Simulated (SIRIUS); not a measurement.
Consider H.

The calculation's input:

```
{
  "control": {
    "processing_unit": "cpu",
    "std_evp_solver_name": "lapack",
    "gen_evp_solver_name": "lapack",
    "verbosity": 2,
    "print_forces": true,
    "ortho_rf": true,
    "use_second_variation": true,
    "rmt_max": 3.0,
    "num_bands_to_print": 8,
    "save_wf": true
  },
  "parameters": {
    "electronic_structure_method": "full_potential_lapwlo",
    "xc_functionals": ["XC_GGA_X_PBE", "XC_GGA_C_PBE"],
    "core_relativity": "dirac",
    "valence_relativity": "iora",
    "num_fv_states": 8,
    "smearing": "fermi_dirac",
    "smearing_width": 0.0018374661,
    "pw_cutoff": 30,
    "gk_cutoff": 5.8,
    "lmax_apw": 10,
    "lmax_rho": 8,
    "lmax_pot": 8,
    "num_mag_dims": 0,
    "auto_rmt": 0,
    "ngridk": [9, 9, 9],
    "shiftk": [0, 0, 0],
    "num_dft_iter": 80,
    "energy_tol": 1e-07,
    "density_tol": 1e-05,
    "use_symmetry": true
  },
  "settings": {"tol_ne": 1e-10},
  "iterative_solver": {"type": "exact"},
  "mixer": {"type": "anderson", "beta": 0.5, "max_history": 8},
  "unit_cell": {
    "lattice_vectors": [
      [-3.1965368787, 3.1965368787, 3.8899520758],
      [3.1965368787, -3.1965368787, 3.8899520758],
      [3.1965368787, 3.1965368787, -3.8899520758]
    ],
    "atom_types": ["H"],
    "atom_files": {"H": "H.json"},
    "atoms": {"H": [[0.08199, 0.091219, -0.000556], [0.914753, 0.935284, 0.035302]]}
  }
}
```

Command:

```sh
OMP_NUM_THREADS=1 sirius.scf --input=sirius_start.json --output=start.json
OMP_NUM_THREADS=1 sirius.scf --input=sirius.json --output=output.json --task=1
```

Below, planes, directions and counts refer to the conventional cell (a = 3.16 Å, b = 3.16 Å, c = 3.16 Å, α = 98.58°, β = 115.18°, γ = 115.18°).

Space group P-1; a structure from a database of computed crystals, not necessarily the ambient phase.

These are results of Kohn-Sham DFT of a periodic cell, PBE, all-electron FP-LAPW in SIRIUS 7.12.0, not measurements.

What can the converged electron density tell about the bonding?

Answer. H–H (0.74 Å): ρ at the midpoint is about 1.8 e/Å³.

Does the calculation give a band gap?

Answer. It is gapped, with a Kohn–Sham gap of 8.9 eV on the k-point mesh (the band edges may lie off the mesh, which would make the gap smaller).

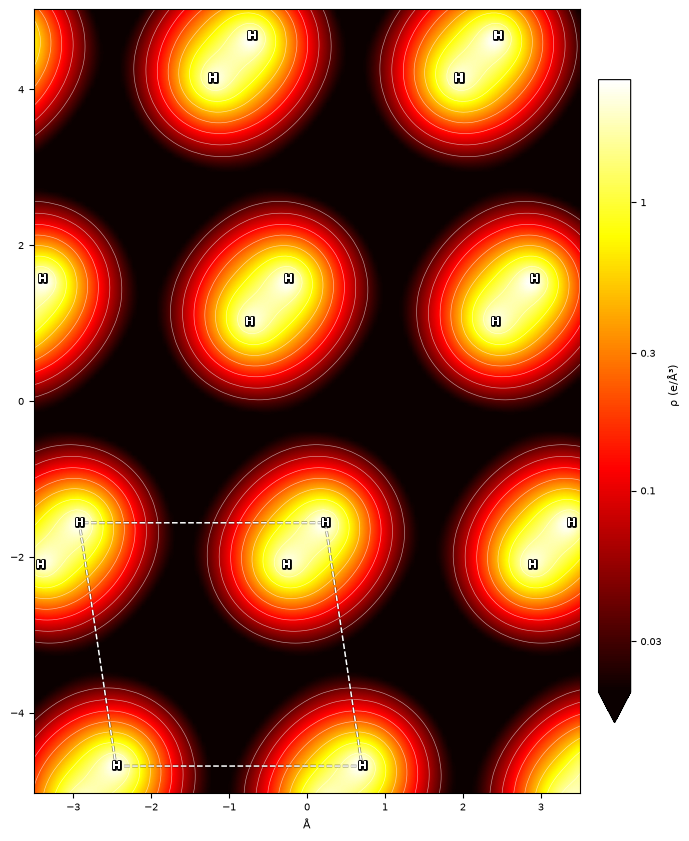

Computed electron density on the (100) plane of the conventional cell. 

The calculation treats all electrons.
